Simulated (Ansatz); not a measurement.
**Single-point calculation of FeCo3 (part 2 of 2)**

FeCo3 (Pm-3m, 8 atoms in the cell); DFT PBEsol, scalar-relativistic, plane waves, PAW, spin-polarised (Ansatz 0.2.0); cutoff 420 eV, 12×12×6 k-mesh, Gaussian smearing of 0.1 eV, collinear spins. The structure derives from a Materials Project entry. It belongs to a series of runs on one base structure; here: antiferromagnetic, doubled cell, propagation vector (0, 1/2, 1/2).

Geometry of the input (Å; fractional positions):
```
3.5357  0.0000  0.0000
0.0000  3.5357  3.5357
0.0000  0.0000  7.0714
Fe 0.0000  0.0000  0.0000
Co 0.5000  0.5000  0.7500
Co 0.5000  0.0000  0.2500
Co 0.0000  0.5000  0.0000
Fe 0.0000  0.0000  0.5000
Co 0.5000  0.5000  0.2500
Co 0.5000  0.0000  0.7500
Co 0.0000  0.5000  0.5000
```

```
SCF converged after 27 iterations
Magnetization: 0.0000 μB (67.0000 up, 67.0000 down)
Absolute magnetization: 9.5965 μB (∫|ρ↑−ρ↓|, with the PAW one-centre terms)
Spin contamination: 4.0718 ħ² per cell (⟨S²⟩ above its minimum at these occupations)
Per-site moments (μB) at R_I (Å): [(2.3688949446397145, 1.03129921078018), (0.5610387653270341, 1.03129921078018), (0.5610387653270344, 1.03129921078018), (1.1405226299472542, 1.0312992107801802), (-2.3688949446397145, 1.03129921078018), (-0.5610387653270342, 1.03129921078018), (-0.5610387653270343, 1.03129921078018), (-1.1405226299472537, 1.03129921078018)]
Free energy (F): -39454.434099 eV
Harris-Foulkes:  -39454.434099 eV  (|F-HF|=1.55e-8)
Internal energy: -39454.368560 eV  (E = F + TS)
E sigma→0 (E₀):  -39454.401330 eV
Entropy (-TS):   -0.065539 eV (-8.192 meV/atom)
Fermi energy:    18.319114 eV
--- Per-component energies (eV) ---
  E_band       = -1920.678471
  E_kinetic    = 3422.439724
  E_local      = -21214.866966  (includes V_loc(G=0)·N_el)
  E_nonlocal   = 3167.074361
  E_hartree    = 8871.151706
  E_xc         = -1180.165527
  E_vxc        = -1529.184015  (∫ρ·V_xc dr)
  E_paw        = -11559.398393  (= ΣΔE_a)
  E_vpaw       = -3508.451036  (= ΣTr[D̂ρ^β])
  E_aug_tail   = 0.001963  (compensation charges beyond the density's cutoff)
  E_ewald      = -20962.094347
  E_core_change = 1.488919  (= ΣΔE_core)
  E_smearing   = -0.065539  (= −TS)
  E_closure    = -0.000000  (closes the sum)
  Σ components = -39454.434099   (vs F -39454.434099, Δ=0.00e0)
--- Forces (eV/Å), atoms counted from 1 ---
  atom   1  Fe     0.00000000     0.05279555     0.05279555
  atom   2  Co     0.00000000     0.03025639     0.02891780
  atom   3  Co     0.00000000     0.02891780     0.03025639
  atom   4  Co     0.00000000    -0.11196942    -0.11196942
  atom   5  Fe     0.00000000     0.05279555     0.05279555
  atom   6  Co     0.00000000     0.03025639     0.02891780
  atom   7  Co     0.00000000     0.02891780     0.03025639
  atom   8  Co     0.00000000    -0.11196942    -0.11196942
  max |Σ_I F_I| component: 6.45e-7 eV/Å
--- Stress (GPa, compression-positive) ---
      -18.293373       0.000000      -0.000000
        0.000000     -16.480852      -1.023483
       -0.000000      -1.023483     -16.480852
  P = ⅓ Tr σ = -17.0850 GPa (-170.850 kbar)
--- Band table (eV; the first three rows and the last of 350) ---
  k-point 0 ↑: bands = ["-77.0914", "-76.5725", "-76.5553", "-75.9188", "-75.9003", "-75.7548", "-69.9376", "-67.2337", "-40.5239", "-40.4883", "-40.4761", "-40.0772", "-39.9792", "-39.9720", "-39.9635", "-39.9617", "-39.9076", "-39.4292", "-39.3594", "-39.3291", "-39.3234", "-39.3193", "-39.2615", "-39.2206", "-39.1472", "-39.1452", "-36.1383", "-36.0942", "-36.0680", "-33.5017", "-33.4425", "-33.4337", "9.4514", "13.5658", "13.5943", "13.8516", "13.9738", "14.2630", "14.2947", "14.3082", "14.3282", "14.3425", "14.5941", "15.4052", "15.6754", "15.7917", "15.7966", "15.8680", "15.8993", "16.0574", "16.0595", "16.3808", "16.6567", "16.6737", "16.7010", "17.1911", "17.2734", "17.3551", "17.6009", "17.8106", "17.8133", "17.8919", "17.9402", "18.2207", "18.6632", "18.7377", "18.9043", "18.9422", "18.9423", "18.9854", "19.2642", "19.4336", "19.4721", "20.2166", "20.2371", "20.5179", "20.7291", "20.8610", "20.8698", "20.8730", "28.3881", "28.3887", "28.5398", "30.2052", "30.3641", "30.3710", "30.5583", "31.4850", "31.4945", "31.5724", "31.9665", "32.8748", "32.8851", "32.8950", "33.3142", "33.3223"]
  k-point 1 ↑: bands = ["-77.0914", "-76.5714", "-76.5564", "-75.9176", "-75.9015", "-75.7547", "-69.9376", "-67.2338", "-40.5236", "-40.4883", "-40.4760", "-40.0665", "-39.9786", "-39.9707", "-39.9642", "-39.9637", "-39.9178", "-39.4181", "-39.3581", "-39.3306", "-39.3233", "-39.3193", "-39.2707", "-39.2225", "-39.1466", "-39.1451", "-36.1392", "-36.0942", "-36.0680", "-33.5023", "-33.4425", "-33.4337", "9.6348", "13.2464", "13.6152", "13.6849", "13.9209", "14.2207", "14.3104", "14.3723", "14.4055", "14.4639", "14.9913", "15.4426", "15.5621", "15.6191", "15.6744", "15.7473", "15.9245", "15.9970", "16.2886", "16.3923", "16.6740", "16.6913", "16.7717", "17.3387", "17.3637", "17.4427", "17.5251", "17.7652", "17.8893", "17.9172", "18.0684", "18.1810", "18.4581", "18.5063", "18.5139", "18.7062", "18.7693", "18.9061", "19.2170", "19.3045", "19.4537", "19.4968", "20.2647", "20.4655", "20.8715", "21.0989", "21.6076", "21.8023", "28.3121", "28.4291", "28.9561", "29.0816", "30.3432", "30.4841", "30.5085", "31.5606", "31.6282", "31.8088", "32.5438", "32.6212", "32.8801", "32.9867", "33.0087", "33.3570"]
  k-point 2 ↑: bands = ["-77.0914", "-76.5682", "-76.5596", "-75.9142", "-75.9049", "-75.7547", "-69.9376", "-67.2338", "-40.5231", "-40.4882", "-40.4757", "-40.0377", "-39.9769", "-39.9726", "-39.9665", "-39.9660", "-39.9422", "-39.3882", "-39.3549", "-39.3340", "-39.3256", "-39.3189", "-39.2965", "-39.2247", "-39.1457", "-39.1449", "-36.1410", "-36.0942", "-36.0680", "-33.5033", "-33.4426", "-33.4337", "10.1715", "12.1000", "13.7340", "13.8596", "14.1154", "14.3916", "14.4248", "14.4710", "14.5295", "14.5727", "15.1104", "15.1970", "15.3875", "15.4231", "15.5667", "15.8031", "16.1131", "16.1571", "16.4335", "16.4592", "16.6178", "16.7262", "17.0234", "17.3439", "17.4680", "17.5474", "17.6090", "17.6186", "17.6649", "17.8037", "17.8723", "17.9472", "18.0766", "18.1621", "18.2434", "18.5378", "18.6079", "18.8119", "19.0712", "19.1359", "19.2062", "19.4143", "20.2839", "20.3958", "20.7804", "21.2373", "22.9862", "23.7595", "26.3886", "28.2859", "29.1702", "29.6015", "30.4260", "30.5619", "30.8083", "30.8895", "31.7388", "31.9425", "32.0155", "32.2600", "32.6575", "32.7794", "34.2593", "34.8024"]
  k-point 174 ↓: bands = ["-77.0909", "-76.5724", "-76.5551", "-75.9179", "-75.9004", "-75.7558", "-69.9375", "-67.2336", "-40.5252", "-40.4951", "-40.4754", "-40.0756", "-39.9819", "-39.9662", "-39.9614", "-39.9526", "-39.9059", "-39.4329", "-39.3587", "-39.3515", "-39.3412", "-39.3168", "-39.2554", "-39.2190", "-39.1424", "-39.1410", "-36.1375", "-36.0972", "-36.0697", "-33.5011", "-33.4443", "-33.4380", "13.1934", "13.2197", "13.3128", "13.3591", "14.3583", "14.5377", "14.6452", "14.8137", "15.0185", "15.3665", "15.4199", "15.4954", "15.6176", "15.8260", "15.8292", "15.8418", "16.0065", "16.0410", "16.2008", "16.3084", "16.3922", "16.5832", "16.5899", "16.8021", "16.8740", "16.9225", "16.9321", "17.1131", "17.1709", "17.2570", "17.5233", "17.5339", "18.3023", "18.3595", "18.4628", "18.4743", "18.5661", "18.6580", "18.8268", "18.8942", "18.9376", "19.0374", "19.1355", "19.3885", "22.2580", "22.2642", "22.4288", "22.4341", "25.1789", "25.2541", "25.4171", "25.4957", "29.6669", "29.7705", "29.7762", "29.8771", "34.3076", "34.3700", "34.3878", "34.4364", "35.3212", "35.3524", "35.7192", "35.7786"]
--- Löwdin populations: 8 sites ---
  site symbol       q [e]    m [muB]
     0     Fe     15.7292     2.4390
     1     Co     16.8140     0.5638
     2     Co     16.8140     0.5638
     3     Co     16.7617     1.1480
     4     Fe     15.7292    -2.4390
     5     Co     16.8140    -0.5638
     6     Co     16.8140    -0.5638
     7     Co     16.7617    -1.1480
  spilling = 0.013152 (of n_electrons = 134.000000)
```

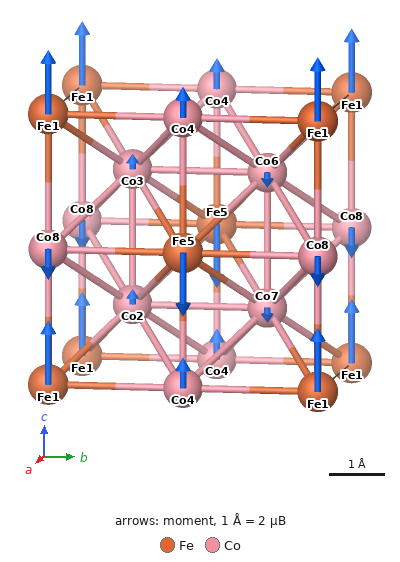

**Figure 1.** Magnetic moments of the sites as blue arrows (ball-and-stick view of the reduced cell, seen slightly off an axis; atoms are numbered from 1 in the order of the input); small moments hardly show. The run is collinear, so the axis drawn is arbitrary. Site moments: Fe1 (2.37 μB); Fe5 (−2.37 μB); Co4 (1.14 μB); Co8 (−1.14 μB); Co3 (0.56 μB); Co6, Co7 (−0.56 μB); Co2 (0.56 μB). They are counted near the atoms and needn't add up to the moment of the cell.

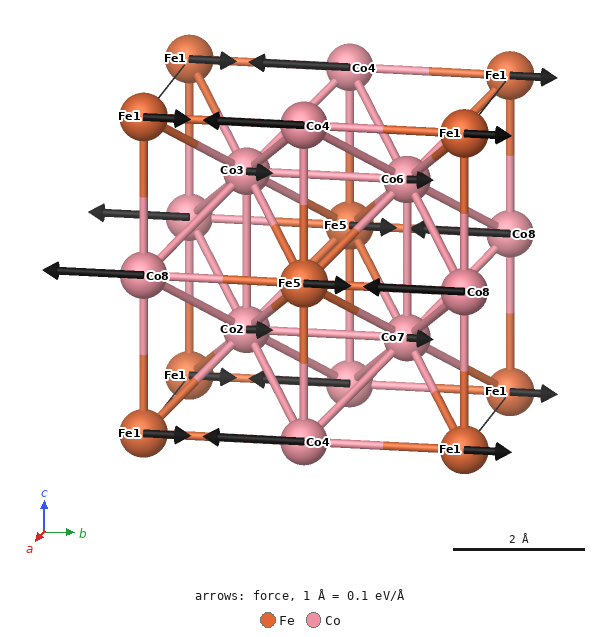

**Figure 2.** Forces on the atoms as black arrows (ball-and-stick view of the reduced cell, seen at an oblique angle; atoms are numbered from 1 in the order of the input). The largest act on Co4, Co8 (0.16 eV/Å); Fe1, Fe5 (0.07 eV/Å). The geometry is not a stationary point of this energy.
